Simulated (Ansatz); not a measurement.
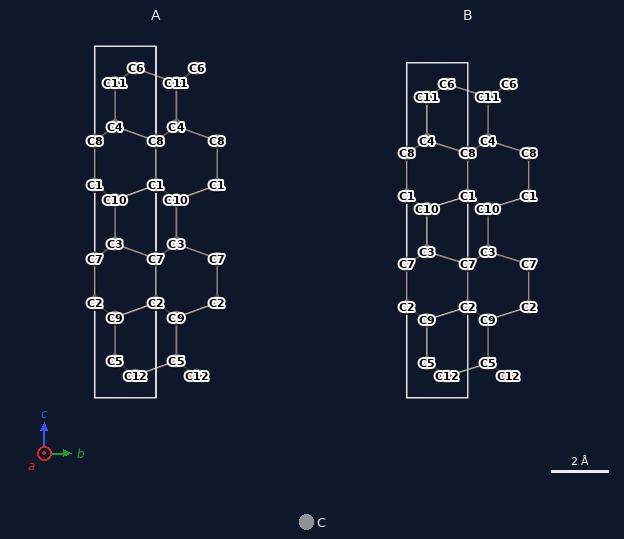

Two geometries of crystalline C (a generated structure, set up in P-6m2) (coarse preliminary run), drawn at one scale. One is the start of a relaxation, the other its converged end. A ball-and-stick model of the cell of the calculation, repeated 1 × 2 × 1 with one cell outlined, seen along the a axis.

The calculation used Ansatz 0.2.0, DFT PBE, scalar-relativistic, plane waves, PAW. Settings: plane-wave cutoff 420 eV; k-point mesh 6 × 6 × 2; occupations gaussian; smearing width 0.1 eV; no spin polarisation; cell and atoms relaxed; force threshold 0.04 eV/Å; at most 70 steps.

**Which one is relaxed?**

Structure A is the relaxed one. The energy falls by 0.909 eV per cell of the calculation in 5 accepted moves (7 points after the start). The largest force component goes from 2.4 to 0.0053 eV/Å. The pressure goes from 27.69 to 0.01 GPa. At 2 points the geometry stayed and the basis and grid were re-selected for the new cell (energy shift of 35.0 meV per cell of the calculation at most each time). The largest moves relative to the cell, 0.052 Å, are those of C4 and C9. C4 goes along +c. The volume changes by +5.7 %, with a = b 2.507 → 2.516 Å (+0.4 %), c 11.896 → 12.484 Å (+4.9 %). Among the contacts that change: C1–C8 1.518 → 1.567 Å, C1–C10 1.516 → 1.544 Å. Among the angles between lasting bonds that change: C8–C1–C10 107.3° → 109.8°, C10–C1–C10 111.6° → 109.1°, C12–C5–C12 111.4° → 109.3°. The space group stays P-6m2 (No. 187). The run took 20 s on 1 thread of Arm Neoverse V2, on a shared host, peak memory 0.29 GiB.
